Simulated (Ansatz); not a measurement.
Band-structure calculation, with input and output: AlGa2N2

AlGa2N2 (5 atoms in the cell), computed with DFT PBE, scalar-relativistic, plane waves, PAW, no spin polarisation (Ansatz 0.2.0).

The structure was made by a generator, so it may or may not be a known phase. Figures and captions count atoms from 1; the log counts them from 0 in places.

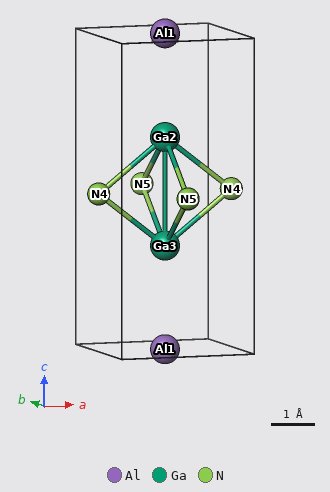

**Figure 1.** The structure (ball-and-stick view of the cell of the calculation, seen slightly off an axis; atoms are numbered from 1 in the order of the input). An atom can appear more than once, as a periodic image.

Input
```yaml
crystal:
  lattice:
    - [3.3245176136, 0.0, 0.0]
    - [0.0, 3.3245176136, 0.0]
    - [0.0, 0.0, 7.5266122578]
  atoms:
    - { symbol: Al, position: [0.5, 0.5, 0.0] }
    - { symbol: Ga, position: [0.5, 0.5, 0.6717823306] }
    - { symbol: Ga, position: [0.5, 0.5, 0.3282176694] }
    - { symbol: "N", position: [0.0, 0.5, 0.5] }
    - { symbol: "N", position: [0.5, 0.0, 0.5] }
basis:
  ecutwfc: 420
kpoints:
  mp_grid: { grid: [12, 12, 6] }
  band_path:
    path:
      - [[0.0, 0.0, 0.0], [0.0, 0.5, 0.0], [0.5, 0.5, 0.0], [0.0, 0.0, 0.0], [0.0, 0.0, 0.5], [0.0, 0.5, 0.5], [0.5, 0.5, 0.5], [0.0, 0.0, 0.5]]
      - [[0.0, 0.5, 0.0], [0.0, 0.5, 0.5]]
      - [[0.5, 0.5, 0.0], [0.5, 0.5, 0.5]]
    npoints: 14
hamiltonian:
  xc: pbe
scf:
  occupations: { method: gaussian, width: 0.1 }
  n_extra_bands: 12
output:
  forces: true
  stress: true
  eigenvalues: true
  populations: true
  dos: { projected: true, de: 0.02, nscf_kmesh: { grid: [15, 15, 8] } }
  bader: true
  write_density: true
  write_potential: true
  elf: true
  volumetric_format: npy
```

Hardware: 1 thread of Intel Xeon @ 2.50GHz (Skylake/Cascade Lake), 189 GiB of memory available, shared host.

Run as:
```bash
ansatz run input.yaml --threads 1 --pin off --max-ram 2560MiB --backend cpu --events-out ev --progress --plain --runs-dir out
```

Log
```
scf.n_extra_bands = 12 over 20 filled bands (N_el = 39.0): the run solves 32 bands
Engine: ansatz 0.2.0, x86_64-unknown-linux-gnu
Pseudopotentials: kind: paw
Pseudopotential: Al, paw, valence charge 3, recommended cutoff 420 eV (normal), Al.paw.azcp
Pseudopotential: Ga, paw, valence charge 13, recommended cutoff 420 eV (normal), Ga.paw.azcp
Pseudopotential: N, paw, valence charge 5, recommended cutoff 420 eV (normal), N.paw.azcp
Functional definition: PBE
  parameter kappa = 0.804
  parameter beta = 0.06672455060314922
  exchange = pbe_x(kappa = kappa, mu = beta*pi^2/3)
  correlation = pbe_c(beta = beta)
Crystal: 5 atoms, lattice volume = 83.187 Å³
Basis set: ecut = 420 eV, 1641 PW (Γ), exchange–correlation on 48×48×108 points (8 copies of the dense FFT grid, shifted against one another)
Bands: 32, of which v1, the nominal top of the filled ones, is band 20 counted from 1 (19 counted from 0)
Symmetry: 16 space group operations
Space group: P4/mmm (ITA 123), of the structure as read, at distance tolerance 4.4e-5 Å
k-points: 112 of 864
Non-local potential: Al, projectors of the file, l = 0: 2, l = 1: 2, l = 2: 1
Non-local potential: Ga, projectors of the file, l = 0: 2, l = 1: 2, l = 2: 3, l = 3: 1
Non-local potential: N, projectors of the file, l = 0: 2, l = 1: 2, l = 2: 1
PAW form: soft (Blöchl's): semilocal exchange-correlation on the pseudo side does not see the compensation charge
PAW one-centre angular grid: Al, 110 points (default); XC on 64 Gauss nodes
PAW one-centre angular grid: Ga, 590 points (default); XC on 64 Gauss nodes
PAW one-centre angular grid: N, 110 points (default); XC on 64 Gauss nodes
Initial density: superposition of atomic densities (neutral atoms: chi_scale 0, normalization atom), corrected by the library's trained network
Initial wavefunctions: pseudopotential atomic-orbital guess
Functional: x = pbe(κ = 0.804, μ = 0.2195149727645171), c = pbe(β = 0.06672455060314922)
SCF iter   1: F=—  HF=-8866.651045 eV  |F-HF|=—  |Δ(HF+E_count)|=         —  Δρ=6.08e-3  dr2=1.97e-2  ethr=1.77e-3  ⟨swp⟩=5.1  Hψ=14783  notcnv=0  defer=78
preconditioner: auto → LDOS  [metal: Δε(μ)=0.030 eV  Ē_g=16.645 eV  σ=0.100 eV  W_gap=0.17  n_scr=16 (ndim 8)  ℏωp=25.4 eV  f_vac=0.012  D(μ)=2.32/eV (n_scr^D=16)  β→1.0]
SCF iter   2: F=—  HF=-8866.648737 eV  |F-HF|=—  |Δ(HF+E_count)|=   2.31e-3  Δρ=2.51e-3  dr2=1.51e-2  ethr=5.05e-5  ⟨swp⟩=2.0  Hψ=5424  notcnv=0  defer=267
SCF iter   3: F=—  HF=-8866.647702 eV  |F-HF|=—  |Δ(HF+E_count)|=   1.03e-3  Δρ=4.49e-4  dr2=5.89e-4  ethr=3.88e-5  ⟨swp⟩=1.0  Hψ=2942  notcnv=0  defer=267
SCF iter   4: F=—  HF=-8866.647749 eV  |F-HF|=—  |Δ(HF+E_count)|=   4.71e-5  Δρ=3.79e-4  dr2=9.33e-5  ethr=1.51e-6  ⟨swp⟩=2.0  Hψ=4859  notcnv=0  defer=267
SCF iter   5: F=—  HF=-8866.647669 eV  |F-HF|=—  |Δ(HF+E_count)|=   8.04e-5  Δρ=8.62e-5  dr2=6.01e-6  ethr=2.39e-7  ⟨swp⟩=2.0  Hψ=4937  notcnv=0  defer=267
SCF iter   6: F=—  HF=-8866.647752 eV  |F-HF|=—  |Δ(HF+E_count)|=   8.30e-5  Δρ=2.48e-5  dr2=6.81e-7  ethr=1.54e-8  ⟨swp⟩=2.0  Hψ=4899  notcnv=0  defer=267
SCF iter   7: F=-8866.647752 eV  HF=-8866.647752 eV  |F-HF|=2.62e-8  |Δ(HF+E_count)|=   2.02e-7  Δρ=6.42e-6  dr2=2.30e-8  ethr=2.56e-10  ⟨swp⟩=12.5  Hψ=24727  notcnv=0
SCF 1 converged in 7 iterations: F = -8866.647752 eV  dr2 = 2.30e-8
  greatest PAW one-centre occupation: 0.996 electrons in one spin orbital (limit 2), on the Ga atom at site 2 (counted from 0), in its partial waves of l = 2
```

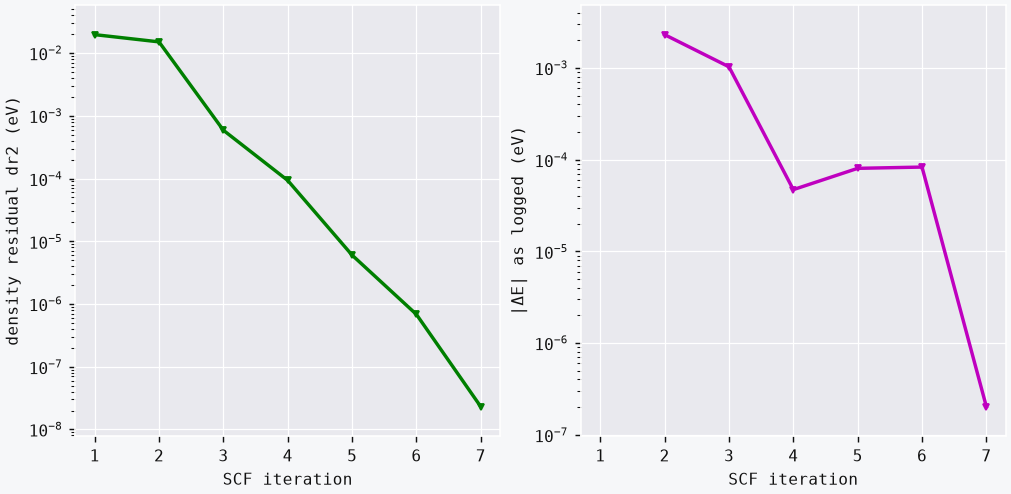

**Figure 2.** Convergence of the self-consistent field: density residual dr2 and size of the energy change against the SCF iteration. The residual falls at every step.

```
NSCF: frozen V_eff on 129 k-points
NSCF: frozen V_eff on 180 k-points
SCF converged after 7 iterations
Free energy (F): -8866.647752 eV
Harris-Foulkes:  -8866.647752 eV  (|F-HF|=2.62e-8)
Internal energy: -8866.635893 eV  (E = F + TS)
E sigma→0 (E₀):  -8866.641823 eV
Entropy (-TS):   -0.011859 eV (-2.372 meV/atom)
Fermi energy:    6.528895 eV
--- Per-component energies (eV) ---
  E_band       = -154.107159
  E_kinetic    = 501.702716
  E_local      = -6384.916902  (includes V_loc(G=0)·N_el)
  E_nonlocal   = 957.813922
  E_hartree    = 2965.602309
  E_xc         = -292.335008
  E_vxc        = -290.222368  (∫ρ·V_xc dr)
  E_paw        = -4702.009694  (= ΣΔE_a)
  E_vpaw       = -869.687953  (= ΣTr[D̂ρ^β])
  E_aug_tail   = -0.000169  (compensation charges beyond the density's cutoff)
  E_ewald      = -1912.493066
  E_smearing   = -0.011859  (= −TS)
  E_closure    = -0.000000  (closes the sum)
  Σ components = -8866.647752   (vs F -8866.647752, Δ=0.00e0)
--- Forces (eV/Å), atoms counted from 1 ---
  atom   1  Al     0.00000000     0.00000000     0.00000000
  atom   2  Ga     0.00000000     0.00000000    -0.00756493
  atom   3  Ga     0.00000000     0.00000000     0.00756493
  atom   4  N      0.00000000     0.00000000     0.00000000
  atom   5  N      0.00000000    -0.00000000     0.00000000
  max |Σ_I F_I| component: 8.48e-30 eV/Å
--- Stress (GPa, compression-positive) ---
       -0.017889       0.000000       0.000000
        0.000000      -0.017889       0.000000
        0.000000       0.000000      -0.015610
  P = ⅓ Tr σ = -0.0171 GPa (-0.171 kbar)
--- Band table (eV; the first three rows and the last of 112) ---
  k-point 0: bands = ["-10.7337", "-8.6536", "-8.3755", "-8.3755", "-8.3720", "-8.3113", "-8.1214", "-8.1121", "-8.1012", "-8.0965", "-8.0965", "-4.2745", "-1.7020", "-0.7775", "1.9602", "1.9602", "4.3733", "5.7087", "5.8050", "7.7418", "7.7418", "11.0880", "11.8886", "11.8886", "12.5155", "12.5155", "13.3417", "14.0371", "14.2160", "16.4387", "17.4692", "17.4692"]
  k-point 1: bands = ["-10.7332", "-8.6536", "-8.3754", "-8.3754", "-8.3706", "-8.3114", "-8.1214", "-8.1137", "-8.1012", "-8.0966", "-8.0966", "-4.2744", "-1.9014", "-0.4011", "1.9608", "1.9608", "3.5976", "5.7082", "6.6159", "7.7419", "7.7419", "10.9120", "11.6209", "11.6209", "12.9623", "12.9623", "13.3666", "13.6222", "14.5784", "16.4660", "16.8833", "16.8833"]
  k-point 2: bands = ["-10.7322", "-8.6535", "-8.3754", "-8.3754", "-8.3677", "-8.3114", "-8.1214", "-8.1170", "-8.1012", "-8.0967", "-8.0967", "-4.2744", "-2.1427", "0.3632", "1.9617", "1.9617", "2.4576", "5.7074", "7.7422", "7.7422", "7.8173", "10.3731", "11.3467", "11.3467", "13.3146", "13.4185", "13.7697", "13.7697", "14.6858", "15.8189", "15.8189", "16.7984"]
  k-point 111: bands = ["-9.1957", "-9.1957", "-8.4565", "-8.2359", "-8.1696", "-8.1597", "-8.1597", "-8.1388", "-8.0870", "-8.0321", "-6.3449", "-6.3449", "-3.1334", "1.4791", "2.4882", "2.5782", "2.5782", "5.0339", "6.8177", "6.8177", "7.9921", "8.1809", "9.1477", "9.3528", "9.3528", "9.6940", "13.6056", "14.3744", "14.5845", "14.5845", "15.5435", "16.5653"]
--- Löwdin populations: 5 sites ---
  site symbol       q [e]
     0     Al      2.9501
     1     Ga     12.5096
     2     Ga     12.5096
     3      N      5.4577
     4      N      5.4577
  spilling = 0.002953 (of n_electrons = 39.000000)
--- Bader charges: 5 sites ---
  site symbol  charge [e]  shift [e]
     0     Al      0.6965     0.0019
     1     Ga      0.6597     0.0034
     2     Ga      0.6597     0.0034
     3      N     -1.0080     0.0043
     4      N     -1.0080     0.0043
  estimated error of the sums over rays = 3.3e-4 e
```

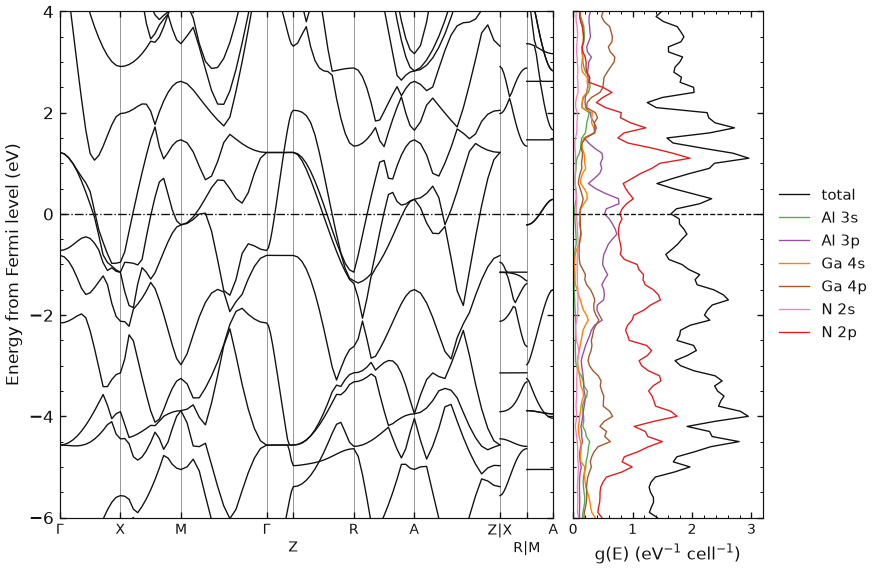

**Figure 3.** Band structure along Γ–X–M–Γ–Z–R–A–Z|X–R|M–A and density of states (projected on Löwdin-orthogonalised atomic shells), with energies from the Fermi level. Bands cross the Fermi level: a metal at this level of theory.

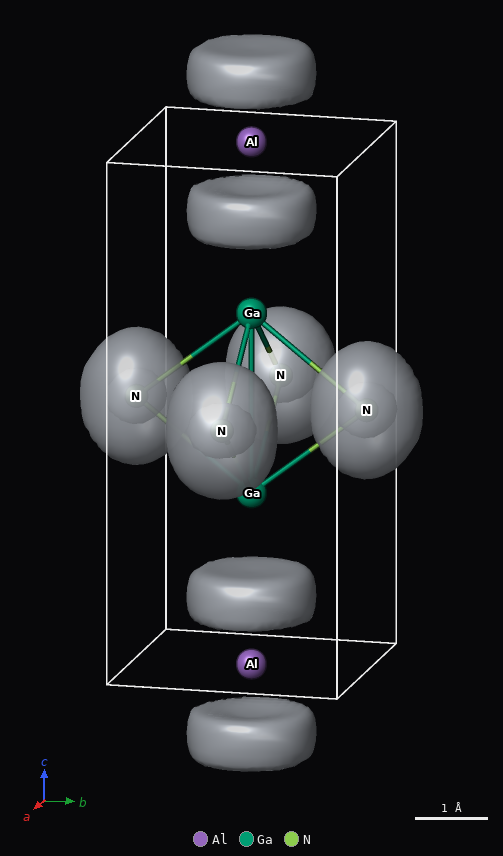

**Figure 4.** Isosurface of the ELF at 0.7 (grey), seen slightly off an axis. Core shells and regions of very low density are left out. Sticks mark near contacts. The outline is the cell set on symmetry axes. Values along the shortest contacts: Ga–N (2.11 Å): the ELF is about 0.35 at the midpoint (no shared pair; the contact is polar). Al–Ga (2.47 Å): the ELF peaks at about 0.95 between the atoms (localised, shared-pair bonding). In a PAW calculation such maps are meaningful between the atoms, not at the nuclei.

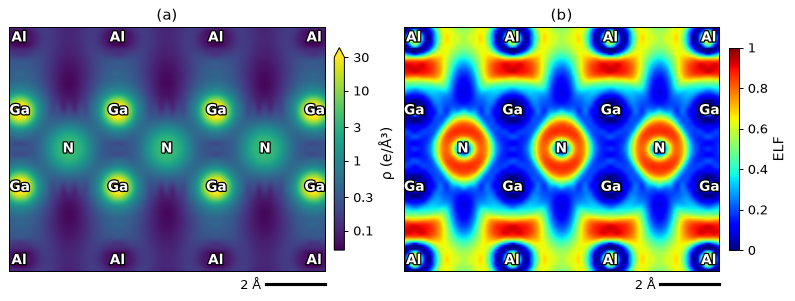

**Figure 5.** (a) valence pseudo-density; (b) electron localisation function on the (100) plane of the conventional cell. The section cuts through Al, Ga and N sites. Ga–N (2.11 Å): ρ at the midpoint is about 0.51 e/Å³; the ELF is about 0.35 at the midpoint; a polar contact without a shared pair, in a metal. Al–Ga (2.47 Å): ρ is about 0.41 e/Å³ halfway; the ELF peaks at about 0.95 between the atoms, which marks localised, shared-pair bonding. Ga–Ga (2.59 Å): the density is about 0.3 e/Å³ at the midpoint, with its minimum of 0.22 e/Å³ about 1.1 Å from Ga; the ELF is about 0.20 at the midpoint (no localised pair between them). Away from the nuclei the density in this plane falls to 0.06 e/Å³ at its lowest.

Summary

```tsv
quantity	value
outcome	converged
space group (tolerance 0.01 Å)	P4/mmm (123)
electrons treated	39
free energy	−8866.6478 eV
Fermi energy	6.529 eV
gap on the k-point mesh	none (metallic)
pressure	−0.02 GPa
largest force (length of the vector)	0.008 eV/Å
wall time	2.9 min
peak memory	0.59 GiB
```

Notes

The cell holds an odd number of electrons but the run has no spin polarisation, so a band is left half filled.
